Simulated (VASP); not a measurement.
Geometry relaxation of Si (part 2 of 2)

The same run, continued: Si (2 atoms in the cell); Kohn-Sham DFT of a periodic cell, PBE, VASP PAW PBE potentials, recommended, no spin polarisation (VASP 6.6.1); cutoff 250 eV, 10×10×10 k-mesh, Gaussian smearing of 0.02 eV. The structure derives from an entry of the Crystallography Open Database.

Geometry of the input (Å; fractional positions):
```
0.0000  2.7136  2.7136
2.7136  0.0000  2.7136
2.7136  2.7136  0.0000
Si 0.7500  0.7500  0.7500
Si 0.5000  0.5000  0.5000
```

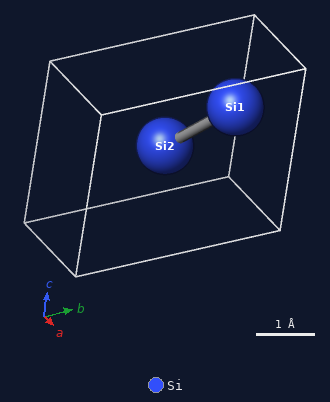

**Figure 1.** The geometry at step 1 of the log (ball-and-stick view of the cell of the calculation, seen slightly off an axis; atoms are numbered from 1 in the order of the input).

### Parts of OUTCAR, continued
```
   k-points           NKPTS =     47   k-points in BZ     NKDIM =     47   number of bands    NBANDS=      8
   number of dos      NEDOS =    301   number of ions     NIONS =      2
   total plane-waves  NPLWV =   8000
   dimension x,y,z NGX =    20 NGY =   20 NGZ =   20
   dimension x,y,z NGXF=    40 NGYF=   40 NGZF=   40
   ions per type =               2
   NGX,Y,Z   is equivalent  to a cutoff of   8.66,  8.66,  8.66 a.u.
   NGXF,Y,Z  is equivalent  to a cutoff of  17.33, 17.33, 17.33 a.u.
 SYSTEM =  Si
   PREC   = accura    normal or accurate (medium, high low for compatibility)
   ISTART =      0    job   : 0-new  1-cont  2-samecut
   ICHARG =      2    charge: 1-file 2-atom 10-const
   ISPIN  =      1    spin polarized calculation?
   LNONCOLLINEAR =      F non collinear calculations
   LSORBIT =      F    spin-orbit coupling
   LASPH  =      T    aspherical Exc in radial PAW
   ENCUT  =  250.0 eV  18.37 Ry    4.29 a.u.   4.95  4.95  4.95*2*pi/ulx,y,z
   NELM   =    100;   NELMIN=  2; NELMDL= -5     # of ELM steps
   EDIFF  = 0.1E-06   stopping-criterion for ELM
   LREAL  =      F    real-space projection
   EDIFFG = -.2E-02   stopping-criterion for IOM
   NSW    =     80    number of steps for IOM
   IBRION =      2    ionic relax: 0-MD 1-quasi-New 2-CG
   NFREE  =      1    steps in history (QN), initial steepest desc. (CG)
   ISIF   =      3    stress and relaxation
   ISYM   =      2    0-nonsym 1-usesym 2-fastsym
   POTIM  = 0.5000    time-step for ionic-motion
   TEBEG  =    0.0;   TEEND  =   0.0 temperature during run
   PSTRESS=    0.0 pullay stress
   NELECT =       8.0000    total number of electrons
   NUPDOWN=      -1.0000    fix difference up-down
   EMIN   =  10.00;   EMAX   =-10.00  energy-range for DOS
   EFERMI =   0.00;   METHOD = LEGACY
   ISMEAR =     0;   SIGMA  =   0.02  broadening in eV -4-tet -1-fermi 0-gaus
   EFERMI_NEDOS =   21; number of points for ismear=-14 and -15
   IALGO  =     38    algorithm
   IMIX   =      4    mixing-type and parameters
     AMIX     =   0.40;   BMIX     =  1.00
     AMIX_MAG =   1.60;   BMIX_MAG =  1.00
  volume/ion in A,a.u.               =      19.98       134.84
  Fermi-wavevector in a.u.,A,eV,Ry     =   0.957684  1.809760 12.478691  0.917158
  Thomas-Fermi vector in A             =   2.086724
   LORBIT       =      0    0 simple, 1 ext, 2 COOP (PROOUT), +10 PAW based schemes
   GGA     = PE    functional components
   LHFCALC =     F    Hartree Fock is set to
   AEXX    =    0.0000 exact exchange contribution
   IVDW    =     0    specifies the selected vdW correction
   LEPSILON=     F    determine dielectric tensor
   LRPA    =     F    only Hartree local field effects (RPA)
 conjugate gradient relaxation of ions
 non-spin polarized calculation
 Gauss-broadening in eV      SIGMA  =   0.02
  energy-cutoff  :      250.00
  volume of cell :       39.96
 maximum number of plane-waves:       368
   NGX =  9   NGY =  9   NGZ =  9

--------------------------------------- Ionic step        1  -------------------------------------------

 number of electron       8.0000004 magnetization

 Free energy of the ion-electron system (eV)
  ---------------------------------------------------
  ext. energy  EPLUGINS =         0.00000000
  ---------------------------------------------------
  free energy    TOTEN  =       -10.82226946 eV

  energy without entropy =      -10.82226946  energy(sigma->0) =      -10.82226946

------------------------ aborting loop because EDIFF is reached ----------------------------------------

  FORCE on cell =-STRESS in cart. coord.  units (eV):
  Direction    XX          YY          ZZ          XY          YZ          ZX
  --------------------------------------------------------------------------------------
  -------------------------------------------------------------------------------------
  Total        0.4868192      0.4868192      0.4868192     -0.0000000      0.0000000     -0.0000000
  in kB       19.5177598     19.5177598     19.5177598     -0.0000000      0.0000000     -0.0000000
  external PRESSURE =      19.5177598 kB  Pullay stress =       0.0000000 kB

 VOLUME and BASIS-vectors are now :
 -----------------------------------------------------------------------------
  energy-cutoff  :      250.00
  volume of cell :       39.96
      direct lattice vectors                 reciprocal lattice vectors
     0.000000000  2.713560000  2.713560000    -0.184259792  0.184259792  0.184259792
     2.713560000  0.000000000  2.713560000     0.184259792 -0.184259792  0.184259792
     2.713560000  2.713560000  0.000000000     0.184259792  0.184259792 -0.184259792

 POSITION                                       TOTAL-FORCE (eV/Angst)
 -----------------------------------------------------------------------------------
      4.07034      4.07034      4.07034         0.000000      0.000000      0.000000
      2.71356      2.71356      2.71356        -0.000000     -0.000000     -0.000000
 -----------------------------------------------------------------------------------
    total drift:                                0.000000      0.000000      0.000000

  FREE ENERGIE OF THE ION-ELECTRON SYSTEM (eV)
  ---------------------------------------------------
  free  energy   TOTEN  =       -10.8222694628 eV

  energy  without entropy=      -10.8222694628  energy(sigma->0) =      -10.82226946

--------------------------------------- Ionic step        2  -------------------------------------------

 number of electron       7.9999998 magnetization

------------------------ aborting loop because EDIFF is reached ----------------------------------------

  FORCE on cell =-STRESS in cart. coord.  units (eV):
  Direction    XX          YY          ZZ          XY          YZ          ZX
  --------------------------------------------------------------------------------------
  -------------------------------------------------------------------------------------
  Total       -0.3173673     -0.3173673     -0.3173673      0.0000000     -0.0000000      0.0000000
  in kB      -12.2861054    -12.2861054    -12.2861054      0.0000000     -0.0000000      0.0000000
  external PRESSURE =     -12.2861054 kB  Pullay stress =       0.0000000 kB

 VOLUME and BASIS-vectors are now :
 -----------------------------------------------------------------------------
  energy-cutoff  :      250.00
  volume of cell :       41.39
      direct lattice vectors                 reciprocal lattice vectors
     0.000000000  2.745424587  2.745424587    -0.182121193  0.182121193  0.182121193
     2.745424587 -0.000000000  2.745424587     0.182121193 -0.182121193  0.182121193
     2.745424587  2.745424587 -0.000000000     0.182121193  0.182121193 -0.182121193

 POSITION                                       TOTAL-FORCE (eV/Angst)
 -----------------------------------------------------------------------------------
      4.11814      4.11814      4.11814         0.000000      0.000000      0.000000
      2.74542      2.74542      2.74542        -0.000000     -0.000000     -0.000000
 -----------------------------------------------------------------------------------
    total drift:                                0.000000      0.000000      0.000000

  FREE ENERGIE OF THE ION-ELECTRON SYSTEM (eV)
  ---------------------------------------------------
  free  energy   TOTEN  =       -10.8250080722 eV

  energy  without entropy=      -10.8250080722  energy(sigma->0) =      -10.82500807

--------------------------------------- Ionic step        3  -------------------------------------------

 number of electron       8.0000001 magnetization

 Free energy of the ion-electron system (eV)
  ---------------------------------------------------
  ext. energy  EPLUGINS =         0.00000000
  ---------------------------------------------------
  free energy    TOTEN  =       -10.82728243 eV

  energy without entropy =      -10.82728243  energy(sigma->0) =      -10.82728243

 E-fermi :   5.7501     XC(G=0):  -9.3361     alpha+bet :-11.7564

 val. band max:        5.6489903629   @ k =   0.0000   0.0000   0.0000
 cond. band min:       6.2683388814   @ k =   0.4000   0.4000   0.0000
 fundamental gap:      0.6193485185
 Fermi energy:         5.7501247288

 k-point     1 :       0.0000    0.0000    0.0000
  band No.  band energies     occupation
      1      -6.1919      2.00000
      2       5.6490      2.00000
      3       5.6490      2.00000
      4       5.6490      2.00000
      5       8.2089      0.00000
      6       8.2089      0.00000
      7       8.2089      0.00000
      8       8.7952      0.00000

 k-point     2 :       0.1000    0.0000    0.0000
  band No.  band energies     occupation
      1      -6.0631      2.00000
      2       4.5027      2.00000
      3       5.4538      2.00000
      4       5.4538      2.00000
      5       8.1773      0.00000
      6       8.4962      0.00000
      7       8.4962      0.00000
      8       9.7652      0.00000

 k-point     3 :       0.2000    0.0000    0.0000
  band No.  band energies     occupation
      1      -5.6829      2.00000
      2       2.6574      2.00000
      3       5.0768      2.00000
      4       5.0768      2.00000
      5       7.8078      0.00000
      6       9.0007      0.00000
      7       9.0007      0.00000
      8      11.5407      0.00000

 k-point     4 :       0.3000    0.0000    0.0000
  band No.  band energies     occupation
      1      -5.0783      2.00000
      2       0.8951      2.00000
      3       4.7447      2.00000
      4       4.7447      2.00000
      5       7.4469      0.00000
      6       9.1832      0.00000
      7       9.1832      0.00000
      8      13.1614      0.00000

 k-point     5 :       0.4000    0.0000    0.0000
  band No.  band energies     occupation
      1      -4.3469      2.00000
      2      -0.5579      2.00000
      3       4.5336      2.00000
      4       4.5336      2.00000
      5       7.2074      0.00000
      6       9.0814      0.00000
      7       9.0814      0.00000
      8      13.4551      0.00000

 [... the levels of 18 k-points are left out ...]

 k-point    24 :       0.4000    0.3000    0.0000
  band No.  band energies     occupation
      1      -4.0650      2.00000
      2       0.2443      2.00000
      3       2.8408      2.00000
      4       3.2514      2.00000
      5       6.7281      0.00000
      6       7.9222      0.00000
      7      12.5309      0.00000
      8      12.6708      0.00000

 [... further k-points ...]

------------------------ aborting loop because EDIFF is reached ----------------------------------------

  FORCE on cell =-STRESS in cart. coord.  units (eV):
  Direction    XX          YY          ZZ          XY          YZ          ZX
  --------------------------------------------------------------------------------------
  -------------------------------------------------------------------------------------
  Total        0.0008714      0.0008714      0.0008714     -0.0000000     -0.0000000     -0.0000000
  in kB        0.0342159      0.0342159      0.0342159     -0.0000000     -0.0000000     -0.0000000
  external PRESSURE =       0.0342159 kB  Pullay stress =       0.0000000 kB

 VOLUME and BASIS-vectors are now :
 -----------------------------------------------------------------------------
  energy-cutoff  :      250.00
  volume of cell :       40.80
      direct lattice vectors                 reciprocal lattice vectors
     0.000000000  2.732448460  2.732448460    -0.182986068  0.182986068  0.182986068
     2.732448460 -0.000000000  2.732448460     0.182986068 -0.182986068  0.182986068
     2.732448460  2.732448460 -0.000000000     0.182986068  0.182986068 -0.182986068

 POSITION                                       TOTAL-FORCE (eV/Angst)
 -----------------------------------------------------------------------------------
      4.09867      4.09867      4.09867        -0.000000     -0.000000     -0.000000
      2.73245      2.73245      2.73245         0.000000      0.000000      0.000000
 -----------------------------------------------------------------------------------
    total drift:                                0.000000      0.000000      0.000000

  FREE ENERGIE OF THE ION-ELECTRON SYSTEM (eV)
  ---------------------------------------------------
  free  energy   TOTEN  =       -10.8272824288 eV

  energy  without entropy=      -10.8272824288  energy(sigma->0) =      -10.82728243

 reached required accuracy - stopping structural energy minimisation
```

### CONTCAR
```
Si
   1.00000000000000
     0.0000000000000000    2.7324484597417671    2.7324484597417671
     2.7324484597417671   -0.0000000000000000    2.7324484597417671
     2.7324484597417671    2.7324484597417671   -0.0000000000000000
  Si
     2
Direct
     0.7500000000000000    0.7500000000000000    0.7500000000000000
     0.5000000000000000    0.5000000000000000    0.5000000000000000

  0.00000000E+00  0.00000000E+00  0.00000000E+00
  0.00000000E+00  0.00000000E+00  0.00000000E+00
```

### Trajectory as extended XYZ (Å, eV, eV/Å), 3 frames, from step=0 to step=2
```
2
Lattice="0.0000 2.7136 2.7136 2.7136 0.0000 2.7136 2.7136 2.7136 0.0000" Properties=species:S:1:pos:R:3:forces:R:3 step=0 energy=-10.82227
Si    4.0703    4.0703    4.0703    0.0000   0.0000   0.0000
Si    2.7136    2.7136    2.7136    0.0000   0.0000   0.0000
2
Lattice="0.0000 2.7454 2.7454 2.7454 -0.0000 2.7454 2.7454 2.7454 -0.0000" Properties=species:S:1:pos:R:3:forces:R:3 step=1 energy=-10.82501
Si    4.1181    4.1181    4.1181    0.0000   0.0000   0.0000
Si    2.7454    2.7454    2.7454    0.0000   0.0000   0.0000
2
Lattice="0.0000 2.7324 2.7324 2.7324 -0.0000 2.7324 2.7324 2.7324 -0.0000" Properties=species:S:1:pos:R:3:forces:R:3 step=2 energy=-10.82728
Si    4.0987    4.0987    4.0987    0.0000   0.0000   0.0000
Si    2.7324    2.7324    2.7324    0.0000   0.0000   0.0000
```
